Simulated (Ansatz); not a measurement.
## Nudged elastic band of Pd₁₆H (part 3 of 3)

The same run, continued: Pd₁₆H (defect cell, 17 atoms in the cell); DFT PBE, scalar-relativistic, plane waves, PAW, no spin polarisation (Ansatz 0.2.0); cutoff 420 eV, 4×4×4 k-mesh, Gaussian smearing of 0.1 eV. The structure derives from a Materials Project entry. It belongs to a series of runs on one base structure; here: climbing-image band for the jump of H by 2.79 A.

Geometry of the input (Å; fractional positions):
```
3.9422  3.9422  -3.9422
-3.9422  -3.9422  -3.9422
-3.9422  3.9422  3.9422
Pd 0.2528  0.7528  0.0001
Pd 0.5000  0.5000  0.0000
Pd 0.7473  0.2473  0.0001
Pd 0.7500  0.7500  0.5000
Pd 0.0000  0.7527  0.2528
Pd 0.2528  0.5000  0.2528
Pd 0.5000  0.2500  0.2500
Pd 0.7500  -0.0000  0.2500
Pd 0.0000  0.0000  0.0000
Pd 0.5000  0.7500  0.7500
Pd 0.7472  0.5000  0.7473
Pd 0.0000  0.5000  0.5000
Pd 0.2500  0.2500  0.5000
Pd 0.5000  -0.0000  0.5000
Pd 0.0000  0.2473  0.7473
Pd 0.2500  -0.0000  0.7500
H  -0.0006  0.4986  -0.0018
```

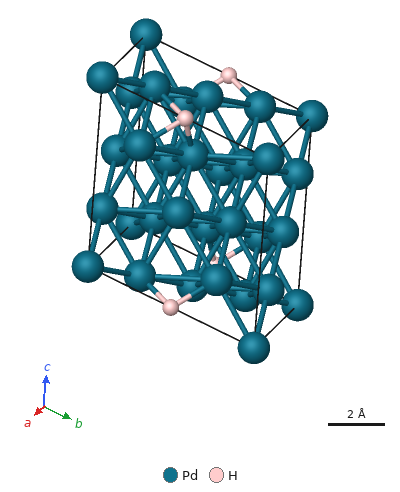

**Figure 1.** The input geometry (ball-and-stick view of the cell of the calculation, seen slightly off an axis).

## Output, continued
```
  k-point 31: bands = ["-65.1546", "-65.1478", "-65.1469", "-65.0410", "-65.0255", "-65.0244", "-65.0159", "-65.0122", "-65.0107", "-65.0098", "-65.0077", "-65.0051", "-64.9937", "-64.9847", "-64.9838", "-64.9675", "-31.0733", "-31.0181", "-31.0118", "-30.9337", "-30.9316", "-30.9081", "-30.9054", "-30.9002", "-30.8997", "-30.8787", "-30.8755", "-30.8725", "-30.8529", "-30.8521", "-30.8295", "-30.8107", "-30.8054", "-30.8003", "-30.7938", "-30.7615", "-30.7580", "-30.7468", "-30.7405", "-30.7397",
      "-30.7354", "-30.7307", "-30.7244", "-30.7227", "-30.7124", "-30.7107", "-30.6986", "-30.6826", "-30.6776", "-30.6766", "-30.6711", "-30.6683", "-30.6655", "-30.6606", "-30.6597", "-30.6542", "-30.6479", "-30.6432", "-30.6347", "-30.6273", "-30.6210", "-30.6165", "-30.5986", "-30.5956", "11.1424", "12.9041", "14.0605", "14.1086", "14.1159", "14.3068", "14.3166", "14.3468", "14.3860", "14.3962", "14.5961", "14.7820", "14.8012", "14.8152", "14.8401", "14.8468",
      "14.8520", "14.8596", "14.8902", "15.3522", "15.5343", "15.5718", "15.5993", "15.6246", "15.6453", "15.6545", "15.6973", "15.7029", "15.8240", "15.9145", "15.9480", "15.9981", "16.0144", "16.0447", "16.0461", "16.0725", "16.1041", "16.1238", "16.3271", "16.3689", "16.3732", "16.4034", "16.4105", "16.4419", "16.4494", "16.5039", "16.6830", "16.7070", "16.7480", "17.1082", "17.1889", "17.1968", "17.2452", "17.2616", "17.2803", "17.3010",
      "17.3098", "17.3289", "17.5711", "17.6283", "17.6302", "17.6981", "17.7102", "17.9530", "18.1084", "18.1387", "18.2859", "18.3086", "18.4135", "18.4160", "18.4312", "18.4349", "18.4629", "18.4670", "18.4777", "18.5061", "18.5093", "18.5372", "19.0434", "19.0572", "19.0746", "19.0837", "19.1050", "19.1218", "20.7376", "21.2411", "21.2657", "21.2958", "21.3138", "21.3208", "22.2400", "22.5778", "22.5810", "23.4435", "23.6909", "23.7047",
      "26.3059", "26.9729", "26.9787", "27.9393", "29.0210", "29.1733", "29.2819", "29.3573", "29.3583", "29.8151", "29.9317", "29.9747", "30.3134", "30.6405"]
this run last wrote the band of iteration 15 to [file]
--- NEB band (5 images, 15 band iterations, 306 SCF iterations) ---
  forward barrier  = 0.165403 eV
  backward barrier = 0.165403 eV
  lagrangian_above_aufbau_ev (what the smearing adds, to first order; not taken off the barriers): saddle image -0.091477 eV, end points -0.086861 and -0.086861 eV
  climbing image's point = of an order that was not read
  energies are F+E_penalty+E_count in eV, relative to image 0
  image     s (Å)  Δ vs image 0  max|band force component| (eV/Å)
      0    0.0000      0.000000                                 —
  *   1    1.0561      0.165403                          9.037e-3
      2    1.8108      0.081984                          8.616e-3
      3    2.5656      0.122810                          1.766e-3
      4    3.3203      0.000000                                 —
  climbing-image geometry (image 1):
  cell:  # Å, volume = 245.0713 Å³
    - [3.942249722, 3.942249722, -3.942249722]
    - [-3.942249722, -3.942249722, -3.942249722]
    - [-3.942249722, 3.942249722, 3.942249722]
  atoms:
    - { symbol: Pd, position: [0.24967815463233434, 0.7571188406866629, 0.003541663327040423] }
    - { symbol: Pd, position: [0.4989937417070844, 0.5056469215521964, 0.0035790496026447695] }
    - { symbol: Pd, position: [0.7350991180906405, 0.2515095257503276, 0.0035603406662647885] }
    - { symbol: Pd, position: [0.7524312318853845, 0.7549188723759799, 0.5039882339588178] }
    - { symbol: Pd, position: [-3.5514918654222516e-5, 0.7570698703148144, 0.2532677911842891] }
    - { symbol: Pd, position: [0.2648314303932864, 0.5163744099146252, 0.2684277576494876] }
    - { symbol: Pd, position: [0.4996109118630447, 0.2545156806150719, 0.25561818350144244] }
    - { symbol: Pd, position: [0.7479218487054595, 0.002465146211825836, 0.25118105269039204] }
    - { symbol: Pd, position: [-3.452693861890591e-5, 0.006370566940183838, 0.003636087466522022] }
    - { symbol: Pd, position: [0.5003192147793418, 0.7548707459127477, 0.7559734399499265] }
    - { symbol: Pd, position: [0.7502494210348294, 0.5074059931560123, 0.7538265292368886] }
    - { symbol: Pd, position: [-3.503244880824637e-5, 0.5055784352197379, 0.5025219741300928] }
    - { symbol: Pd, position: [0.2520078163481317, 0.25450791188757255, 0.5032248587091952] }
    - { symbol: Pd, position: [0.5009345470196744, 0.006616801206329154, 0.5045483803782833] }
    - { symbol: Pd, position: [-3.5698946016793354e-5, 0.25161864240283816, 0.7389007022419918] }
    - { symbol: Pd, position: [0.24749864857851572, 0.0024523035173831254, 0.7515222948022398] }
    - { symbol: H, position: [-3.2497185629226655e-5, 0.3472382444356909, 0.003699292904480539] }
```

## The last band as extended XYZ (Å, eV, eV/Å)
```
17
Lattice="3.9422 3.9422 -3.9422 -3.9422 -3.9422 -3.9422 -3.9422 3.9422 3.9422" Properties=species:S:1:pos:R:3:forces:R:3 image=0 energy=-111581.68548
Pd   -1.9715   -1.9709   -3.9640   -0.0001  -0.0009  -0.0010
Pd   -0.0001    0.0001   -3.9422    0.0005   0.0003  -0.0005
Pd    1.9707    1.9714   -3.9204   -0.0002  -0.0009   0.0010
Pd   -1.9711    1.9711   -3.9423    0.0000   0.0001   0.0001
Pd   -3.9637   -1.9709   -1.9711   -0.0013  -0.0010   0.0001
Pd   -1.9715    0.0218   -1.9711    0.0001   0.0011   0.0001
Pd    0.0000    1.9711   -1.9711    0.0003   0.0001   0.0000
Pd    1.9711    3.9423   -1.9711    0.0001   0.0003   0.0000
Pd   -0.0001    0.0001    0.0001    0.0005   0.0003   0.0004
Pd   -3.9423    1.9711   -1.9711    0.0003   0.0003   0.0000
Pd   -1.9715    3.9205   -1.9711   -0.0005  -0.0011   0.0001
Pd   -3.9423    0.0000   -0.0001   -0.0002   0.0001   0.0003
Pd   -1.9711    1.9711    0.0002    0.0000   0.0001  -0.0001
Pd    0.0000    3.9422    0.0002   -0.0003   0.0002  -0.0004
Pd   -3.9209    1.9713    1.9712    0.0039  -0.0005   0.0000
Pd   -1.9711    3.9421    1.9712   -0.0001   0.0005   0.0000
H    -1.9607   -1.9753   -1.9707   -0.0028   0.0009  -0.0001
17
Lattice="3.9422 3.9422 -3.9422 -3.9422 -3.9422 -3.9422 -3.9422 3.9422 3.9422" Properties=species:S:1:pos:R:3:forces:R:3 image=1 energy=-111581.52008
Pd   -2.0144   -1.9865   -3.9551   -0.0012   0.0001   0.0008
Pd   -0.0403   -0.0121   -3.9464   -0.0025  -0.0023   0.0003
Pd    1.8924    1.9205   -3.8754    0.0086   0.0071  -0.0069
Pd   -1.9967    1.9770   -3.9555   -0.0002   0.0015  -0.0028
Pd   -3.9831   -1.9863   -1.9860   -0.0004  -0.0012  -0.0012
Pd   -2.0499    0.0666   -2.0215    0.0086  -0.0069   0.0071
Pd   -0.0415    1.9739   -1.9652   -0.0037  -0.0009   0.0036
Pd    1.9486    3.9290   -1.9680    0.0020  -0.0015   0.0000
Pd   -0.0396   -0.0109   -0.0106   -0.0048  -0.0060  -0.0059
Pd   -3.9837    1.9767   -1.9680   -0.0037   0.0035  -0.0010
Pd   -2.0144    3.9291   -1.9862   -0.0012   0.0009   0.0001
Pd   -3.9743   -0.0122   -0.0119   -0.0026  -0.0012  -0.0012
Pd   -1.9937    1.9740   -0.0130    0.0021   0.0000  -0.0015
Pd   -0.0403    3.9378   -0.0118   -0.0025   0.0003  -0.0023
Pd   -3.9050    1.9208    1.9211   -0.0015   0.0060   0.0060
Pd   -1.9967    3.9287    1.9773   -0.0002  -0.0028   0.0015
H    -1.3836   -1.3544   -1.3542    0.0034   0.0034   0.0035
17
Lattice="3.9422 3.9422 -3.9422 -3.9422 -3.9422 -3.9422 -3.9422 3.9422 3.9422" Properties=species:S:1:pos:R:3:forces:R:3 image=2 energy=-111581.60350
Pd   -2.0107   -1.9678   -3.9631   -0.0047   0.0098   0.0195
Pd   -0.0599   -0.0174   -3.9679    0.0026   0.0173   0.0205
Pd    1.8752    1.9190   -3.9127   -0.0050   0.0177   0.0190
Pd   -2.0218    1.9610   -3.9587    0.0049   0.0164   0.0140
Pd   -4.0014   -1.9692   -1.9689    0.0079   0.0117   0.0117
Pd   -2.0670    0.0293   -2.0230   -0.0050   0.0190   0.0177
Pd   -0.0594    1.9569   -1.9804    0.0019   0.0206   0.0149
Pd    1.9077    3.9364   -1.9808    0.0057   0.0106   0.0185
Pd    0.0187    0.0576    0.0578   -0.0231  -0.0045  -0.0045
Pd   -4.0016    1.9616   -1.9850    0.0019   0.0149   0.0206
Pd   -2.0107    3.9212   -1.9675   -0.0047   0.0195   0.0098
Pd   -4.0110   -0.0058   -0.0055    0.0109   0.0097   0.0097
Pd   -2.0346    1.9612   -0.0056    0.0057   0.0185   0.0106
Pd   -0.0599    3.9163   -0.0171    0.0026   0.0204   0.0173
Pd   -3.9855    1.9509    1.9512    0.0198  -0.0002  -0.0002
Pd   -2.0218    3.9255    1.9613    0.0049   0.0140   0.0164
H    -1.0728   -0.8722   -0.8720   -0.0260  -0.2154  -0.2154
17
Lattice="3.9422 3.9422 -3.9422 -3.9422 -3.9422 -3.9422 -3.9422 3.9422 3.9422" Properties=species:S:1:pos:R:3:forces:R:3 image=3 energy=-111581.56267
Pd   -1.9879   -1.9690   -3.9520    0.0072  -0.0104  -0.0061
Pd   -0.0303   -0.0115   -3.9527    0.0102  -0.0074  -0.0051
Pd    1.9179    1.9050   -3.9183    0.0151  -0.0113  -0.0133
Pd   -1.9912    1.9710   -3.9535    0.0095  -0.0073  -0.0075
Pd   -3.9695   -1.9703   -1.9701    0.0106  -0.0103  -0.0103
Pd   -2.0244    0.0237   -2.0370    0.0151  -0.0132  -0.0113
Pd   -0.0295    1.9680   -1.9712    0.0101  -0.0068  -0.0074
Pd    1.9371    3.9462   -1.9633    0.0101  -0.0076  -0.0034
Pd    0.0417    0.0261    0.0264    0.0059  -0.0199  -0.0200
Pd   -3.9718    1.9708   -1.9739    0.0101  -0.0074  -0.0068
Pd   -1.9879    3.9322   -1.9687    0.0072  -0.0061  -0.0104
Pd   -3.9817    0.0039    0.0042    0.0082  -0.0076  -0.0076
Pd   -2.0051    1.9787    0.0043    0.0101  -0.0034  -0.0077
Pd   -0.0303    3.9315   -0.0112    0.0102  -0.0051  -0.0074
Pd   -3.9698    1.9697    1.9700    0.0061  -0.0049  -0.0049
Pd   -1.9912    3.9307    1.9713    0.0095  -0.0075  -0.0073
H    -1.5424   -0.4493   -0.4492   -0.1552   0.1363   0.1366
17
Lattice="3.9422 3.9422 -3.9422 -3.9422 -3.9422 -3.9422 -3.9422 3.9422 3.9422" Properties=species:S:1:pos:R:3:forces:R:3 image=4 energy=-111581.68548
Pd   -1.9711   -1.9712   -3.9422   -0.0001   0.0005   0.0000
Pd    0.0000    0.0000   -3.9422    0.0003   0.0003   0.0000
Pd    1.9708    1.9493   -3.9422   -0.0005  -0.0011   0.0001
Pd   -1.9711    1.9712   -3.9422    0.0001   0.0003   0.0000
Pd   -3.9424   -1.9710   -1.9710    0.0005   0.0003   0.0004
Pd   -1.9715    0.0002   -1.9928   -0.0001  -0.0009  -0.0010
Pd   -0.0001    1.9712   -1.9711    0.0005   0.0003  -0.0005
Pd    1.9707    3.9425   -1.9493   -0.0002  -0.0009   0.0010
Pd    0.0213    0.0002    0.0000    0.0039  -0.0005   0.0000
Pd   -3.9423    1.9711   -1.9709   -0.0003   0.0002  -0.0004
Pd   -1.9711    3.9422   -1.9712    0.0000   0.0001   0.0001
Pd   -3.9637    0.0002    0.0000   -0.0013  -0.0010   0.0001
Pd   -1.9715    1.9929    0.0000    0.0001   0.0011   0.0001
Pd    0.0000    3.9422    0.0001    0.0003   0.0001   0.0000
Pd   -3.9423    1.9711    1.9711   -0.0002   0.0001   0.0003
Pd   -1.9711    3.9422    1.9713    0.0000   0.0001  -0.0001
H    -1.9607   -0.0041    0.0004   -0.0028   0.0009  -0.0001
```

## Results in brief

| quantity | value |
| --- | --- |
| outcome | converged |
| barrier, forward | 0.165 eV |
| barrier, backward | 0.165 eV |
| electrons treated | 289 |
| wall time | 16 min (CPU time 1.6 h) |
| peak memory | 4.8 GiB |

The order of the saddle point was not checked.
